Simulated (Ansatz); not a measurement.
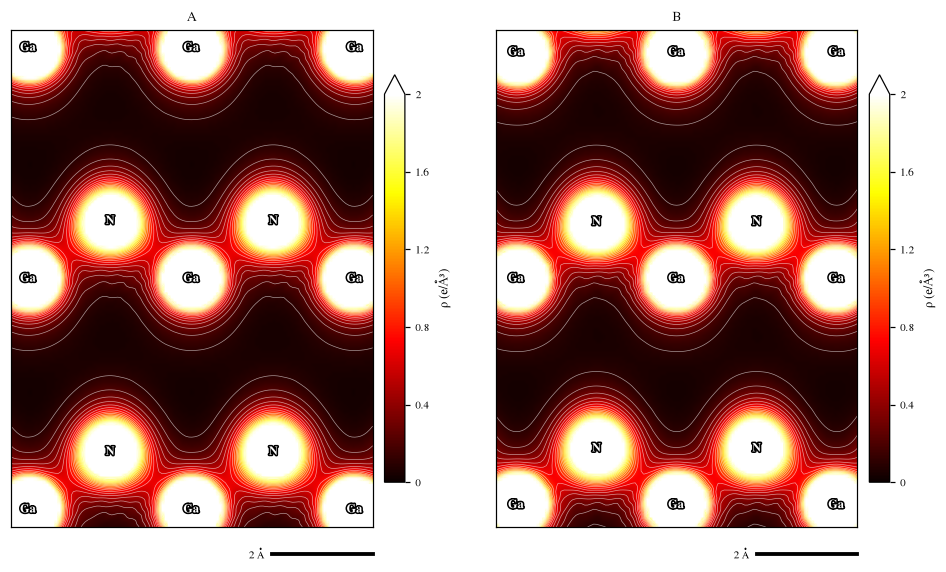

GaN. The valence electron density of two cells that differ in size, on the (101̄) plane of each (indices in the axes of the calculation cell), at one length scale and on one colour scale: A has 12.1 Å³ an atom and B 11.4.

These are results of Kohn-Sham DFT of a periodic cell, RPBE, Ansatz PAW (Ansatz), not measurements.

**What changes from the larger cell to the smaller?**

From the larger cell to the smaller, Ga–N goes from 1.99 to 1.95 Å, and the density at its midpoint from 0.69 to 0.74 e/Å³; the pressure goes from −1.1 to 9 GPa; the Kohn–Sham gap goes from 1.4 eV to 1.8 eV.
